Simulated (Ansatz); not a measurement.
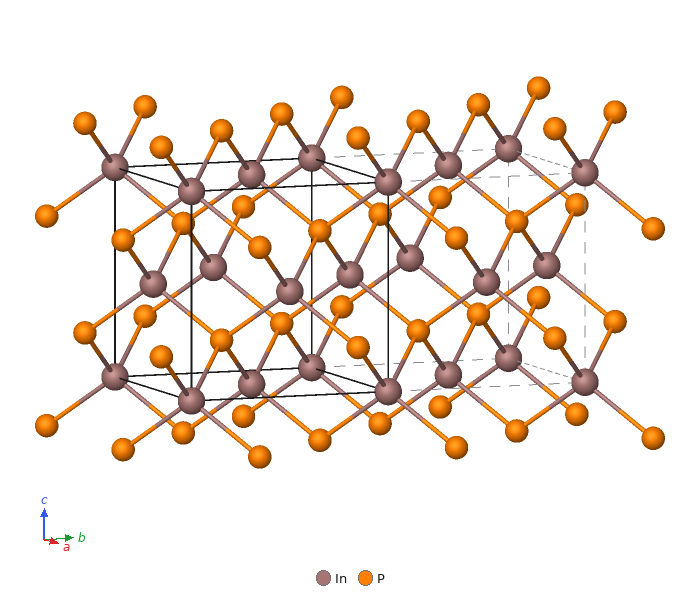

InP (space group F-43m, No. 216): the end point of a relaxation with DFT PBE, scalar-relativistic, plane waves, PAW in Ansatz.

Bonds are taken as In–P below 2.9 Å. Simplification: prune 0- and 1-connected atoms, fold 2-connected ones into links.

Question: What kind of net remains, and which atoms are its nodes?

Answer: A uninodal 4-connected, three-periodic net: In and P are 4-connected nodes.

Question: Name the underlying net.

Answer: It is the dia net, known from diamond, zinc blende and cristobalite.

Question: Is the net interpenetrated?

Answer: It is a single net, without interpenetration.

Question: Give the point symbol of each node (shortest cycle at each angle).

Answer: In and P: 6⁶.
